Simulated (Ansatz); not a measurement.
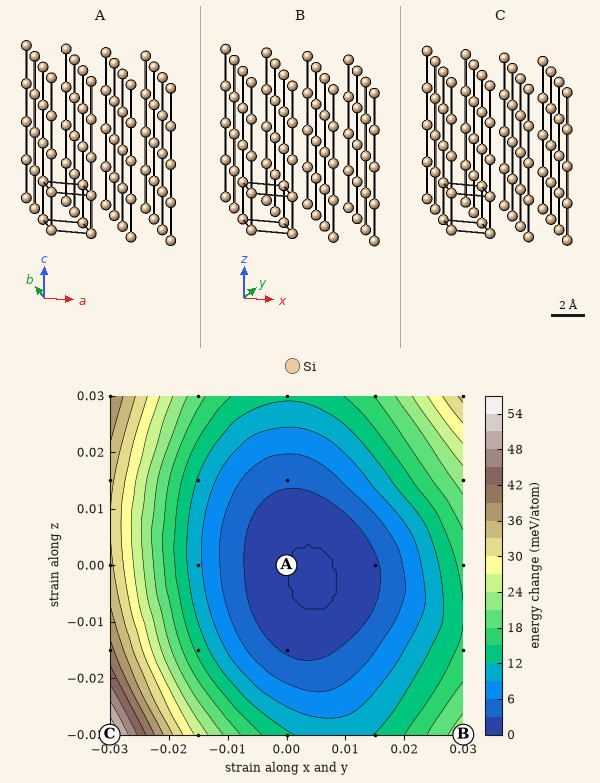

Energy scan for solid Si (P6/mmm), in which the cell is strained equally along x and y and separately along z, with the atoms kept at their fractional coordinates. x, y and z are the Cartesian axes of the input. The map is interpolated between the computed points (dots). The lettered frames are marked on it. A ball-and-stick model of the cell of the calculation, repeated 3 × 3 × 4 with one cell outlined, seen slightly off an axis.

All numbers below come from DFT PBEsol, scalar-relativistic, plane waves, PAW in Ansatz. Set-up: plane-wave cutoff 420 eV; k-point mesh 21 × 21 × 20; occupations gaussian; smearing width 0.15 eV; no spin polarisation. Energies (free energies at the smearing named) are counted from the cell as listed in its source, which wasn't relaxed.

Q: Where is the lowest point of the map, and what else does it tell?

A: In pairs of (strain along x and y; strain along z): the lowest computed point lies at (0.000, 0.000) (0.0 meV/atom), the highest at (−0.030, −0.030) (54.2 meV/atom). The valley is tilted: raising the in-plane strain is made harder by raising the strain along z (cross term 0.18 of the geometric mean of the two curvatures). Over the ranges scanned the energy rises more along the first axis, the in-plane strain. The pressure runs from −7.9 GPa at (0.030, 0.030) to 14.0 GPa at (−0.030, −0.030). The frames lie at A (0.000, 0.000): 0.0 meV/atom, B (0.030, −0.030): 23.0 meV/atom, C (−0.030, −0.030): 54.2 meV/atom.
